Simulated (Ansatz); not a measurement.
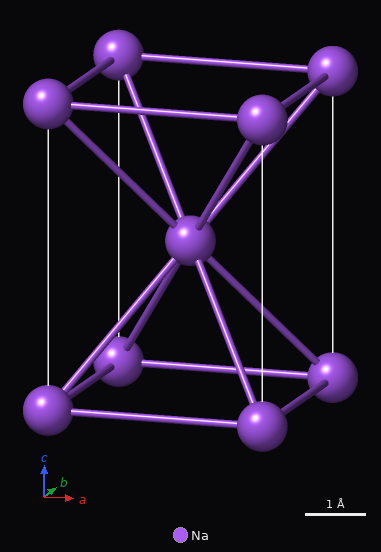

Reference structure: crystalline Na (set up in I4/mmm) in its unrelaxed database cell. The picture is a ball-and-stick view of the conventional cell (2 times the calculation's cell), seen slightly off an axis. Lengths and directions refer to the drawn axes.

Computed with Ansatz 0.2.0, DFT PBEsol, scalar-relativistic, plane waves, PAW. Set-up: plane-wave cutoff 420 eV; k-point mesh 16 × 16 × 16; occupations gaussian; smearing width 0.1 eV; no spin polarisation.

The variant: The cell is strained by +2.4 % along c and −6.6 % across it (volume −10.7 %), the atoms keeping their fractional coordinates. No relaxation follows.

> Predict the response.

Energy change: +7.0 meV per atom. The pressure goes from −0.3 to 0.7 GPa. The principal stresses (compression positive) are 0.5 GPa along c and 0.8 GPa across it. All forces vanish by symmetry. Some distances before and after: Na–Na 3.777 → 3.526 Å, Na–Na 3.753 → 3.675 Å. The space group stays I4/mmm (No. 139).

Drawn alike, the variant:

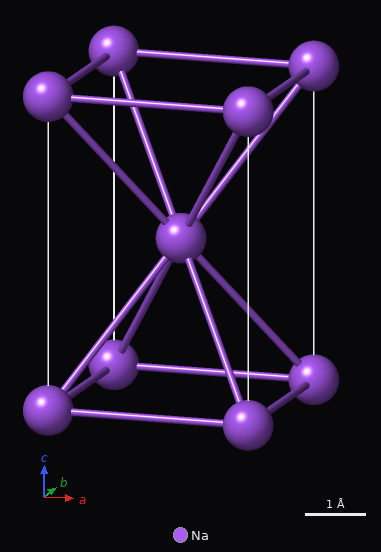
